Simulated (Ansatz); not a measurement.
The compound is Te₂Mo (space group P6_3/mmc, No. 194), taken as coordinates from a relaxation with DFT PBEsol, scalar-relativistic, plane waves, PAW (Ansatz 0.2.0).

```xyz
6
Lattice="3.4942 0.0000 0.0000 -1.7471 3.0261 0.0000 0.0000 0.0000 14.0056" Properties=species:S:1:pos:R:3 pbc="T T T"
Te    0.0000    2.0174    8.6992
Te    1.7471    1.0087    1.6964
Te    1.7471    1.0087    5.3064
Te    0.0000    2.0174   12.3093
Mo    0.0000    2.0174    3.5014
Mo    1.7471    1.0087   10.5042
```

Describe the stacking along c, naming the columns A, B, C as they first turn up.

Te(A) – Mo(B) – Te(A) – Te(B) – Mo(A) – Te(B) (six layers in 14.01 Å).

Te layers alone: AABB, a sequence in which some neighbouring layers lie directly above each other.

Mo: two trigonal-prismatic sites, counted in one hexagonal cell. Two of the four gaps between Te layers are empty, 3.39 Å wide.

Polytype symbol 2H, the symbol of a layered MX2 polytype (number of slabs in the repeat and lattice).

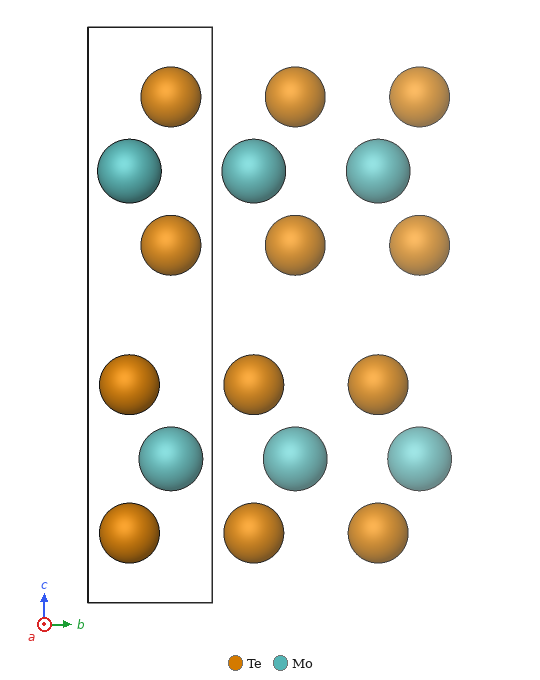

Projection along an edge of the hexagonal mesh, stacking direction c upwards. Every atom sits on one of the three columns of the mesh; call them A, B, C in the order in which they first turn up. The sequence starts with the first layer at or above the cell's origin.
